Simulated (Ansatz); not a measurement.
**Run report: Ge, geometry relaxation (part 2 of 2)**

Ge (P-3m1, 2 atoms in the cell); DFT PBE, scalar-relativistic, plane waves, PAW, no spin polarisation (Ansatz 0.2.0); cutoff 420 eV, 6×6×6 k-mesh, Gaussian smearing of 0.1 eV. The structure was made by a generator, so it may or may not be a known phase.

Geometry of the input (Å; fractional positions):
```
3.4235  0.0000  0.0000
-1.7117  2.9648  0.0000
0.0000  0.0000  2.9030
Ge 0.6667  0.3333  0.6665
Ge 0.3333  0.6667  0.3335
```

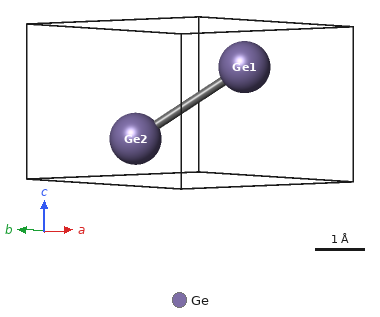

Figure 1. The geometry at step 5 of the log (ball-and-stick view of the cell of the calculation, seen at an oblique angle; atoms are numbered from 1 in the order of the input).

Log, continued
```
relax step  10: F+E_penalty+E_count = -8589.41496954 eV  Δ(F+E_penalty+E_count) = -3.535e-2 eV  max|allowed force component| = 7.158e-3 eV/Å  Δτ_max = 0.0000 Å  P = +1.728 GPa  Ω = 40.936 Å³  stress off target by 2.16e0 GPa  SCF on the basis re-selected at this cell (its energy is not comparable with the rows above)  (7 SCF iters)
basis re-selected at this cell: Δ(F+E_penalty+E_count) = -3.535e-2 eV, ΔP = +1.738 GPa vs the last step (what re-selecting the basis moved, of the pressure what is left beyond the Pulay correction that the steps carried, after the strain that the cell walked since its last selection, with what the two solves' SCF thresholds leave and, on support functions, any second-order correction that the steps lacked; it is no measure of the basis error at this ecutwfc). The dense FFT grid was sized anew with the basis: this SCF ran on 27×27×24 points, the steps before it on 24×24×20, so part of this shift can come from that change (see relax.cell in the input reference). This SCF's stress stands 2.16e0 GPa from its target on what of the cell is left free (relax.cell.stress_tol is 4.00e-1 GPa) and its largest allowed force component is 7.16e-3 eV/Å (relax.f_tol is 4.00e-2 eV/Å): not within both, so this SCF does not close the relaxation
Crystal: 2 atoms, lattice volume = 42.056 Å³
iter 1 solved again at ethr=1.09e-6 eV; its pass at ethr=3.10e-3 eV (dr2=3.06e-4 eV) is discarded
SCF iter   1: F=—  HF=-8589.420493 eV  |F-HF|=—  |Δ(HF+E_count)|=         —  Δρ=1.13e-3  dr2=3.08e-4  ethr=1.09e-6  ⟨swp⟩=2.1  Hψ=3790  notcnv=0
preconditioner: auto → none  [insulator: Δε(μ)=0.166 eV  Ē_g=23.034 eV  σ=0.100 eV  W_gap=0.54  n_scr=8 (ndim 8)  ℏωp=30.3 eV  f_vac=0.008  D(μ)=0.30/eV (n_scr^D=0)  ε∞_Penn≈2.7]
SCF iter   2: F=—  HF=-8589.420526 eV  |F-HF|=—  |Δ(HF+E_count)|=   3.28e-5  Δρ=5.60e-4  dr2=6.71e-5  ethr=1.09e-6  ⟨swp⟩=1.0  Hψ=612  notcnv=0
SCF iter   3: F=—  HF=-8589.420537 eV  |F-HF|=—  |Δ(HF+E_count)|=   1.07e-5  Δρ=3.89e-5  dr2=4.34e-7  ethr=2.40e-7  ⟨swp⟩=2.0  Hψ=731  notcnv=0
SCF iter   4: F=-8589.420537 eV  HF=-8589.420537 eV  |F-HF|=1.11e-7  |Δ(HF+E_count)|=   1.23e-7  Δρ=1.61e-5  dr2=6.26e-8  ethr=7.14e-10  ⟨swp⟩=5.0  Hψ=2758  notcnv=0
SCF 11 converged in 4 iterations: F = -8589.420537 eV  dr2 = 6.26e-8
relax step  11: F+E_penalty+E_count = -8589.42053664 eV  Δ(F+E_penalty+E_count) = -5.567e-3 eV  max|allowed force component| = 5.000e-2 eV/Å  Δτ_max = 0.0153 Å  P = +0.212 GPa  Ω = 42.056 Å³  energy of the carried Pulay correction = -2.490e-4 eV  (4 SCF iters, dr2 threshold 2.00e-7 eV, accepted)
Crystal: 2 atoms, lattice volume = 42.141 Å³
iter 1 solved again at ethr=1.72e-7 eV; its pass at ethr=3.10e-3 eV (dr2=4.81e-5 eV) is discarded
SCF iter   1: F=—  HF=-8589.420938 eV  |F-HF|=—  |Δ(HF+E_count)|=         —  Δρ=5.18e-4  dr2=4.90e-5  ethr=1.72e-7  ⟨swp⟩=2.4  Hψ=3203  notcnv=0
preconditioner: auto → none  [insulator: Δε(μ)=0.179 eV  Ē_g=23.015 eV  σ=0.100 eV  W_gap=0.57  n_scr=8 (ndim 8)  ℏωp=30.3 eV  f_vac=0.005  D(μ)=0.31/eV (n_scr^D=0)  ε∞_Penn≈2.7]
SCF iter   2: F=—  HF=-8589.420925 eV  |F-HF|=—  |Δ(HF+E_count)|=   1.37e-5  Δρ=2.53e-4  dr2=1.06e-5  ethr=1.72e-7  ⟨swp⟩=1.1  Hψ=615  notcnv=0
SCF iter   3: F=—  HF=-8589.420928 eV  |F-HF|=—  |Δ(HF+E_count)|=   3.32e-6  Δρ=3.59e-5  dr2=4.09e-7  ethr=3.79e-8  ⟨swp⟩=1.2  Hψ=633  notcnv=0
SCF iter   4: F=-8589.420928 eV  HF=-8589.420928 eV  |F-HF|=6.77e-9  |Δ(HF+E_count)|=   1.07e-7  Δρ=4.66e-6  dr2=6.46e-9  ethr=5.58e-10  ⟨swp⟩=5.1  Hψ=2743  notcnv=0
SCF 12 converged in 4 iterations: F = -8589.420928 eV  dr2 = 6.46e-9
relax step  12: F+E_penalty+E_count = -8589.42092787 eV  Δ(F+E_penalty+E_count) = -3.912e-4 eV  max|allowed force component| = 7.681e-3 eV/Å  Δτ_max = 0.0077 Å  P = -0.044 GPa  Ω = 42.141 Å³  energy of the carried Pulay correction = -2.716e-4 eV  (4 SCF iters, dr2 threshold 1.56e-7 eV, accepted)
Crystal: 2 atoms, lattice volume = 42.121 Å³
iter 1 solved again at ethr=3.16e-9 eV; its pass at ethr=3.10e-3 eV (dr2=8.86e-7 eV) is discarded
SCF iter   1: F=—  HF=-8589.420962 eV  |F-HF|=—  |Δ(HF+E_count)|=         —  Δρ=6.64e-5  dr2=8.95e-7  ethr=3.16e-9  ⟨swp⟩=2.0  Hψ=3223  notcnv=0
preconditioner: auto → none  [insulator: Δε(μ)=0.177 eV  Ē_g=23.018 eV  σ=0.100 eV  W_gap=0.57  n_scr=8 (ndim 8)  ℏωp=30.3 eV  f_vac=0.005  D(μ)=0.30/eV (n_scr^D=0)  ε∞_Penn≈2.7]
SCF iter   2: F=—  HF=-8589.420945 eV  |F-HF|=—  |Δ(HF+E_count)|=   1.75e-5  Δρ=3.18e-5  dr2=1.77e-7  ethr=3.16e-9  ⟨swp⟩=1.9  Hψ=715  notcnv=0
SCF iter   3: F=—  HF=-8589.420945 eV  |F-HF|=—  |Δ(HF+E_count)|=   4.74e-8  Δρ=6.15e-6  dr2=9.49e-9  ethr=6.31e-10  ⟨swp⟩=1.6  Hψ=696  notcnv=0
SCF iter   4: F=-8589.420945 eV  HF=-8589.420945 eV  |F-HF|=3.22e-10  |Δ(HF+E_count)|=   1.80e-9  Δρ=7.25e-7  dr2=1.64e-10  ethr=4.57e-12  ⟨swp⟩=4.3  Hψ=2175  notcnv=0
SCF 13 converged in 4 iterations: F = -8589.420945 eV  dr2 = 1.64e-10
relax step  13: F+E_penalty+E_count = -8589.42094475 eV  Δ(F+E_penalty+E_count) = -1.688e-5 eV  max|allowed force component| = 6.390e-5 eV/Å  Δτ_max = 0.0010 Å  P = -0.001 GPa  Ω = 42.121 Å³  energy of the carried Pulay correction = -2.664e-4 eV  (4 SCF iters, accepted)
iter 1 solved again at ethr=7.51e-8 eV; its pass at ethr=3.10e-3 eV (dr2=2.10e-5 eV) is discarded
SCF iter   1: F=—  HF=-8589.416991 eV  |F-HF|=—  |Δ(HF+E_count)|=         —  Δρ=9.24e-4  dr2=9.27e-6  ethr=7.51e-8  ⟨swp⟩=3.0  Hψ=4048  notcnv=0
preconditioner: auto → none  [insulator: Δε(μ)=0.174 eV  Ē_g=23.019 eV  σ=0.100 eV  W_gap=0.56  n_scr=8 (ndim 8)  ℏωp=30.3 eV  f_vac=0.005  D(μ)=0.30/eV (n_scr^D=0)  ε∞_Penn≈2.7]
SCF iter   2: F=—  HF=-8589.420144 eV  |F-HF|=—  |Δ(HF+E_count)|=   3.15e-3  Δρ=4.62e-4  dr2=2.08e-6  ethr=3.31e-8  ⟨swp⟩=2.0  Hψ=732  notcnv=0
SCF iter   3: F=—  HF=-8589.421115 eV  |F-HF|=—  |Δ(HF+E_count)|=   9.71e-4  Δρ=1.09e-4  dr2=1.58e-7  ethr=7.42e-9  ⟨swp⟩=2.0  Hψ=719  notcnv=0
SCF iter   4: F=—  HF=-8589.421170 eV  |F-HF|=—  |Δ(HF+E_count)|=   5.49e-5  Δρ=4.36e-6  dr2=3.58e-9  ethr=5.63e-10  ⟨swp⟩=3.0  Hψ=1093  notcnv=0
SCF iter   5: F=-8589.421170 eV  HF=-8589.421170 eV  |F-HF|=3.04e-10  |Δ(HF+E_count)|=   2.73e-8  Δρ=1.05e-6  dr2=4.13e-10  ethr=4.57e-12  ⟨swp⟩=4.0  Hψ=2161  notcnv=0
SCF 14 converged in 5 iterations: F = -8589.421170 eV  dr2 = 4.13e-10
relax step  14: F+E_penalty+E_count = -8589.42116967 eV  Δ(F+E_penalty+E_count) = -2.249e-4 eV  max|allowed force component| = 3.963e-5 eV/Å  Δτ_max = 0.0000 Å  P = -0.015 GPa  Ω = 42.121 Å³  stress off target by 1.63e-2 GPa  SCF on the basis re-selected at this cell (its energy is not comparable with the rows above)  (5 SCF iters)
```

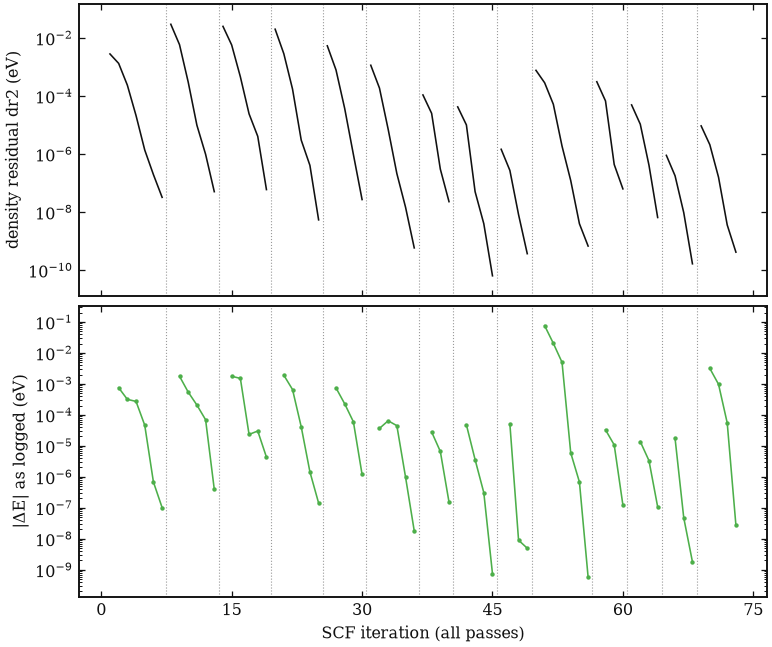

Figure 2. Convergence of the self-consistent field: density residual dr2 and size of the energy change against the SCF iteration. The dotted lines part the SCF passes of the relaxation: geometry steps, rejected trials and re-solves on a re-selected basis. The 14 passes take 4 to 7 iterations each, 73 in all.

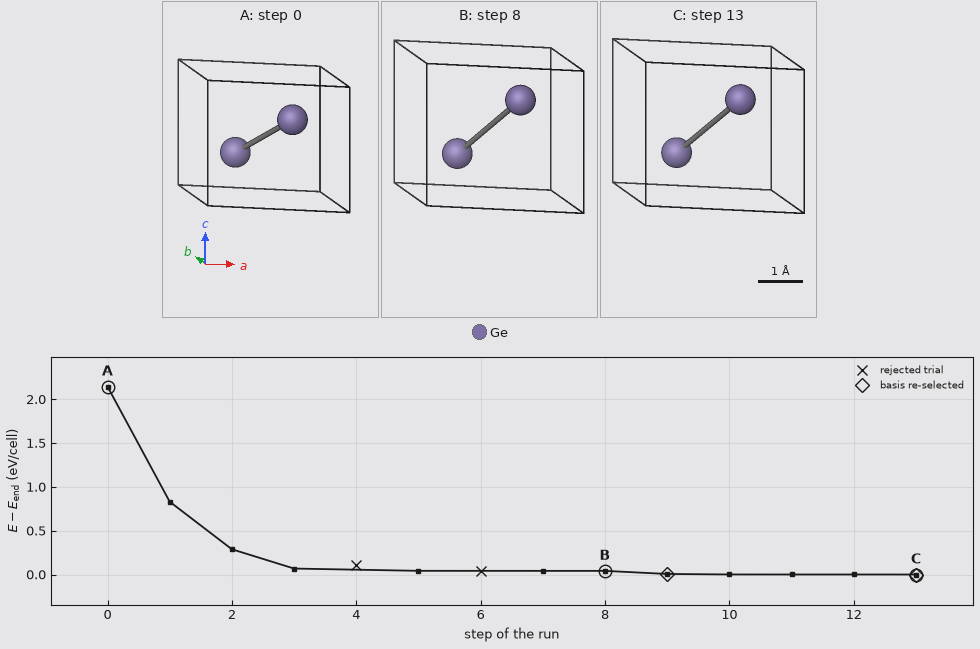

Figure 3. Frames of the relaxation (ball-and-stick view of the cell of the calculation, seen slightly off an axis) above the curves, on which the letters mark them (the first geometry is step 0 here and step 1 in the log).

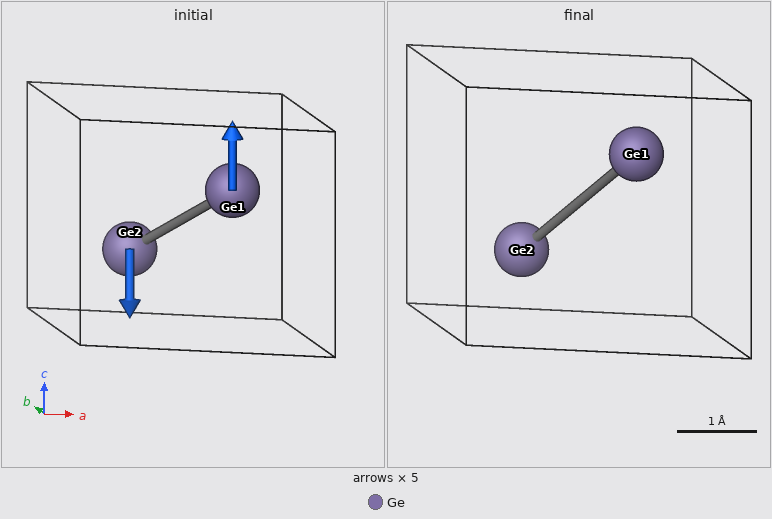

Figure 4. Before (left) and after (right) the relaxation, at one scale (ball-and-stick view of the cell of the calculation, seen slightly off an axis). The blue arrows give the displacements (without the part carried along by the change of the cell), magnified 5 times. The largest moves relative to the cell, 0.18 Å, are those of Ge1 and Ge2. The drawn cell changes as follows: a = b 3.423 → 3.826 Å (+11.8 %), c 2.903 → 3.323 Å (+14.5 %); the volume changes by +43.0 %. Among the contacts that change: Ge1–Ge2 2.200 → 2.652 Å. Among the angles that change: Ge2–Ge1–Ge2 102.1° → 92.3°, Ge2–Ge1–Ge2 76.4° → 83.1°, Ge2–Ge1–Ge2 128.9° → 132.4°. The space group stays P-3m1 (No. 164). Over 11 geometry steps the energy falls by 2.145 eV per cell of the calculation. The largest force component goes from 3 to under 0.0001 eV/Å. Pressure: 62.83 GPa at the start and −0.02 GPa at the end. The line search rejected the trial steps at points 4, 6 (counted from 0) and went back. The basis was re-selected once at an unchanged geometry, which shifts the energy a little without any move. The energy change given includes the shifts at the re-selections in mid-walk, which come without any move. A last SCF at the same geometry on a re-selected plane-wave basis shifts the energy by −0.2 meV per cell of the calculation. (Atoms are counted from 1 in the order of the input.)

```
basis re-selected at this cell: Δ(F+E_penalty+E_count) = -2.249e-4 eV, ΔP = -0.014 GPa vs the last step (what re-selecting the basis moved, of the pressure what is left beyond the Pulay correction that the steps carried, after the strain that the cell walked since its last selection, with what the two solves' SCF thresholds leave and, on support functions, any second-order correction that the steps lacked; it is no measure of the basis error at this ecutwfc). This SCF's stress stands 1.63e-2 GPa from its target on what of the cell is left free (relax.cell.stress_tol is 4.00e-1 GPa) and its largest allowed force component is 3.96e-5 eV/Å (relax.f_tol is 4.00e-2 eV/Å): within both
SCF converged after 5 iterations
Free energy (F): -8589.421170 eV
Harris-Foulkes:  -8589.421170 eV  (|F-HF|=3.04e-10)
Internal energy: -8589.419648 eV  (E = F + TS)
E sigma→0 (E₀):  -8589.420409 eV
Entropy (-TS):   -0.001521 eV (-0.761 meV/atom)
Fermi energy:    9.382035 eV
--- Per-component energies (eV) ---
  E_band       = -270.575211
  E_kinetic    = 220.258828
  E_local      = -4592.212211  (includes V_loc(G=0)·N_el)
  E_nonlocal   = 831.746572
  E_hartree    = 2006.855304
  E_xc         = -150.713971
  E_vxc        = -128.453084  (∫ρ·V_xc dr)
  E_paw        = -4034.181576  (= ΣΔE_a)
  E_vpaw       = -615.625589  (= ΣTr[D̂ρ^β])
  E_aug_tail   = 0.000608  (compensation charges beyond the density's cutoff)
  E_ewald      = -2871.173203
  E_smearing   = -0.001521  (= −TS)
  E_closure    = -0.000000  (closes the sum)
  Σ components = -8589.421170   (vs F -8589.421170, Δ=0.00e0)
--- Forces (eV/Å), atoms counted from 1 ---
  atom   1  Ge     0.00000000    -0.00000000    -0.00003963
  atom   2  Ge    -0.00000000     0.00000000     0.00003963
  max |Σ_I F_I| component: 9.25e-18 eV/Å
--- Stress (GPa, compression-positive) ---
       -0.016300      -0.000000      -0.000000
       -0.000000      -0.016300       0.000000
       -0.000000       0.000000      -0.012586
  P = ⅓ Tr σ = -0.0151 GPa (-0.151 kbar)
--- Band table (eV; the first three rows and the last of 34) ---
  k-point 0: bands = ["-15.2821", "-15.2821", "-15.2801", "-15.1888", "-15.1888", "-15.1677", "-15.1677", "-15.1544", "-15.0996", "-15.0996", "-3.2207", "7.5734", "9.0355", "9.0355", "9.6830", "12.8408", "12.8408", "14.1230"]
  k-point 1: bands = ["-15.2914", "-15.2914", "-15.2640", "-15.2139", "-15.2139", "-15.1530", "-15.1467", "-15.1467", "-15.0911", "-15.0911", "-2.8526", "5.7286", "9.3955", "9.3955", "9.8301", "13.0415", "13.0415", "16.3594"]
  k-point 2: bands = ["-15.3026", "-15.3026", "-15.2510", "-15.2510", "-15.2270", "-15.1551", "-15.1166", "-15.1166", "-15.0828", "-15.0828", "-1.7634", "2.7958", "10.4135", "10.4135", "10.7907", "13.2315", "13.2315", "14.8101"]
  k-point 33: bands = ["-15.2663", "-15.2179", "-15.2179", "-15.2065", "-15.1760", "-15.1760", "-15.1688", "-15.1658", "-15.1658", "-15.1147", "2.5328", "2.5328", "5.2242", "5.2242", "7.6112", "8.8714", "17.4115", "17.4115"]
--- Relaxed structure (12 steps of the walk, 10 accepted, 2 SCFs on fresh bases) ---
  F+E_penalty+E_count = -8589.42116967 eV   max|allowed force component| = 3.963e-5 eV/Å   (the final SCF, on the basis selected at the relaxed cell)
  cell:  # Å, volume = 42.1215 Å³
    - [3.825939973848979, 3.2261210994068763e-9, 1.6606642733475995e-17]
    - [-1.912969989718392, 3.313361209094526, -4.449736460918893e-18]
    - [1.408188867628757e-17, 3.773230758939612e-18, 3.322743957025498]
  atoms:
    - { symbol: Ge, position: [0.6666666666666667, 0.3333333333333334, 0.7208680984418517] }
    - { symbol: Ge, position: [0.3333333333333334, 0.6666666666666669, 0.279131901558148] }
```

Trajectory as extended XYZ (Å, eV, eV/Å), 14 frames, from step=1 to step=14
```
2
Lattice="3.4235 0.0000 0.0000 -1.7117 2.9648 0.0000 0.0000 0.0000 2.9030" Properties=species:S:1:pos:R:3:forces:R:3 step=1 energy=-8587.27613 pressure_GPa=62.83
Ge    1.7117    0.9883    1.9349    0.0000   0.0000   3.0281
Ge    0.0000    1.9765    0.9681    0.0000   0.0000  -3.0281
2
Lattice="3.5840 0.0000 0.0000 -1.7920 3.1038 0.0000 0.0000 0.0000 3.0444" Properties=species:S:1:pos:R:3:forces:R:3 step=2 energy=-8588.59011 pressure_GPa=29.15
Ge    1.7920    1.0346    2.0534    0.0000   0.0000   1.5465
Ge    0.0000    2.0692    0.9911    0.0000   0.0000  -1.5465
2
Lattice="3.6701 0.0000 0.0000 -1.8351 3.1784 0.0000 0.0000 0.0000 3.1858" Properties=species:S:1:pos:R:3:forces:R:3 step=3 energy=-8589.13295 pressure_GPa=13.04
Ge    1.8351    1.0595    2.1933    0.0000   0.0000   0.9579
Ge    0.0000    2.1189    0.9926    0.0000   0.0000  -0.9579
2
Lattice="3.7256 0.0000 0.0000 -1.8628 3.2265 0.0000 0.0000 0.0000 3.3285" Properties=species:S:1:pos:R:3:forces:R:3 step=4 energy=-8589.35318 pressure_GPa=2.05
Ge    1.8628    1.0755    2.3723    0.0000   0.0000   0.2816
Ge    0.0000    2.1510    0.9563    0.0000   0.0000  -0.2816
2
Lattice="3.8741 0.0000 0.0000 -1.9371 3.3551 0.0000 0.0000 0.0000 3.1834" Properties=species:S:1:pos:R:3:forces:R:3 step=5 energy=-8589.31648 pressure_GPa=0.08 accepted=F
Ge    1.9371    1.1184    2.3365    0.0000   0.0000  -0.2248
Ge    0.0000    2.2367    0.8469    0.0000   0.0000   0.2248
2
Lattice="3.7866 0.0000 0.0000 -1.8933 3.2793 0.0000 0.0000 0.0000 3.3005" Properties=species:S:1:pos:R:3:forces:R:3 step=6 energy=-8589.37914 pressure_GPa=-0.26
Ge    1.8933    1.0931    2.3945    0.0000   0.0000  -0.0401
Ge    0.0000    2.1862    0.9059    0.0000   0.0000   0.0401
2
Lattice="3.7985 0.0000 0.0000 -1.8992 3.2896 0.0000 0.0000 0.0000 3.2900" Properties=species:S:1:pos:R:3:forces:R:3 step=7 energy=-8589.37889 pressure_GPa=-0.19 accepted=F
Ge    1.8992    1.0965    2.3730    0.0000   0.0000   0.0489
Ge    0.0000    2.1930    0.9170    0.0000   0.0000  -0.0489
2
Lattice="3.7885 0.0000 0.0000 -1.8942 3.2809 0.0000 0.0000 0.0000 3.2953" Properties=species:S:1:pos:R:3:forces:R:3 step=8 energy=-8589.37958 pressure_GPa=-0.10
Ge    1.8942    1.0936    2.3860    0.0000   0.0000  -0.0067
Ge    0.0000    2.1873    0.9093    0.0000   0.0000   0.0067
2
Lattice="3.7891 0.0000 0.0000 -1.8946 3.2815 0.0000 0.0000 0.0000 3.2923" Properties=species:S:1:pos:R:3:forces:R:3 step=9 energy=-8589.37962 pressure_GPa=-0.01
Ge    1.8946    1.0938    2.3830    0.0000   0.0000  -0.0001
Ge    0.0000    2.1877    0.9092    0.0000   0.0000   0.0001
2
Lattice="3.7891 0.0000 0.0000 -1.8946 3.2815 0.0000 0.0000 0.0000 3.2923" Properties=species:S:1:pos:R:3:forces:R:3 step=10 energy=-8589.41497 pressure_GPa=1.73
Ge    1.8946    1.0938    2.3830    0.0000   0.0000  -0.0072
Ge    0.0000    2.1877    0.9092    0.0000   0.0000   0.0072
2
Lattice="3.8237 0.0000 0.0000 -1.9118 3.3114 0.0000 0.0000 0.0000 3.3215" Properties=species:S:1:pos:R:3:forces:R:3 step=11 energy=-8589.42054 pressure_GPa=0.21
Ge    1.9118    1.1038    2.3866    0.0000   0.0000   0.0500
Ge    0.0000    2.2076    0.9348    0.0000   0.0000  -0.0500
2
Lattice="3.8267 0.0000 0.0000 -1.9134 3.3141 0.0000 0.0000 0.0000 3.3229" Properties=species:S:1:pos:R:3:forces:R:3 step=12 energy=-8589.42093 pressure_GPa=-0.04
Ge    1.9134    1.1047    2.3965    0.0000   0.0000  -0.0077
Ge    0.0000    2.2094    0.9264    0.0000   0.0000   0.0077
2
Lattice="3.8259 0.0000 0.0000 -1.9130 3.3134 0.0000 0.0000 0.0000 3.3227" Properties=species:S:1:pos:R:3:forces:R:3 step=13 energy=-8589.42094 pressure_GPa=-0.00
Ge    1.9130    1.1045    2.3953    0.0000   0.0000  -0.0001
Ge    0.0000    2.2089    0.9275    0.0000   0.0000   0.0001
2
Lattice="3.8259 0.0000 0.0000 -1.9130 3.3134 0.0000 0.0000 0.0000 3.3227" Properties=species:S:1:pos:R:3:forces:R:3 step=14 energy=-8589.42117 pressure_GPa=-0.02
Ge    1.9130    1.1045    2.3953    0.0000   0.0000   0.0000
Ge    0.0000    2.2089    0.9275    0.0000   0.0000   0.0000
```

Results in brief

- outcome: converged
- space group (tolerance 0.01 Å): P-3m1 (164)
- electrons treated: 28
- free energy: −8589.4212 eV
- Fermi energy: 9.382 eV
- gap on the k-point mesh: none (metallic)
- pressure: −0.02 GPa
- final volume: 42.12 Å³
- largest force (length of the vector) at the end: under 0.001 eV/Å
- final cell: a = 3.826 Å, b = 3.826 Å, c = 3.323 Å, α = 90.00°, β = 90.00°, γ = 120.00°
- hardware: 1 thread of Intel Xeon @ 2.70GHz, 189 GiB of memory available, shared host
- wall time: 20 s
- peak memory: 0.35 GiB
